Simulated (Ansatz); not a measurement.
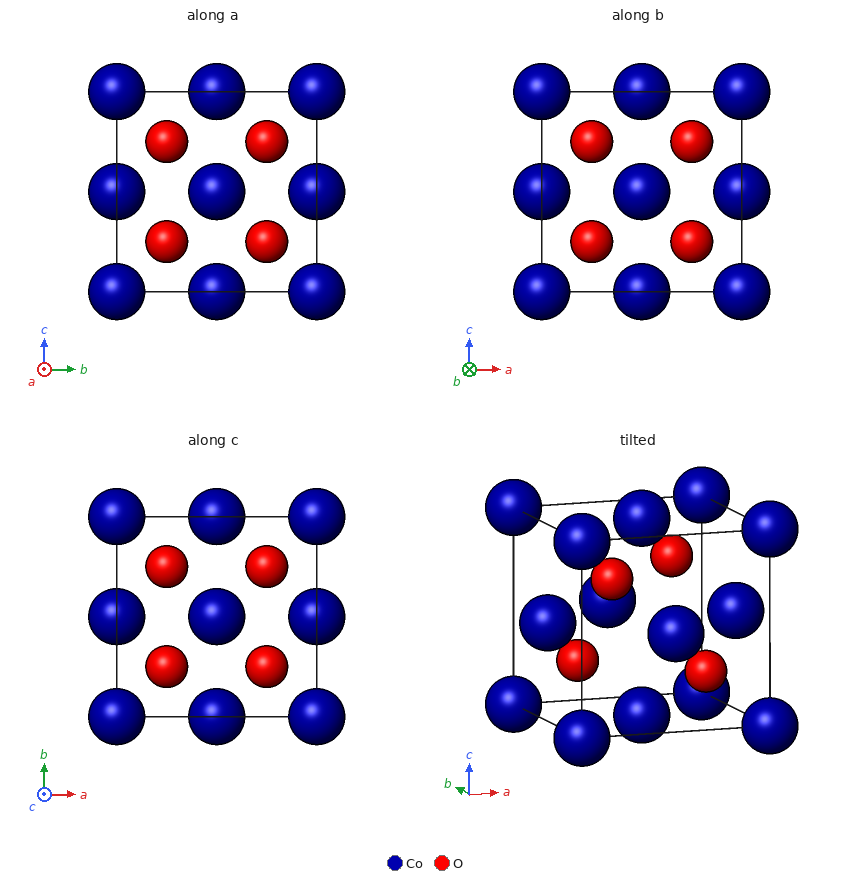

The crystal in a spheres-only representation, seen along the a axis, along the b axis, along the c axis and slightly off an axis. One conventional unit cell is framed, with atoms on its boundary repeated.

Lattice parameters: a = 4.3197 Å, b = 4.3197 Å, c = 4.3197 Å, α = 90.000°, β = 90.000°, γ = 90.000°.

> Set out the cell and atoms as a CIF in P1 with every atom of the cell.

```cif
data_structure
_symmetry_space_group_name_H-M 'P 1'
_symmetry_Int_Tables_number 1
_cell_length_a 4.3197
_cell_length_b 4.3197
_cell_length_c 4.3197
_cell_angle_alpha 90.000
_cell_angle_beta 90.000
_cell_angle_gamma 90.000
_cell_volume 80.60
loop_
_atom_site_label
_atom_site_type_symbol
_atom_site_fract_x
_atom_site_fract_y
_atom_site_fract_z
_atom_site_occupancy
Co1 Co 0.0000 0.0000 0.0000 1
O1 O 0.2500 0.2500 0.7500 1
Co2 Co 0.0000 0.5000 0.5000 1
O2 O 0.2500 0.7500 0.2500 1
Co3 Co 0.5000 0.0000 0.5000 1
O3 O 0.7500 0.2500 0.2500 1
Co4 Co 0.5000 0.5000 0.0000 1
O4 O 0.7500 0.7500 0.7500 1
```

The model was built from a structure type filled with these elements by a generator (whether the compound takes this form wasn't checked). The structure drawn was relaxed with Ansatz 0.2.0, DFT r2SCAN, scalar-relativistic, plane waves, PAW.
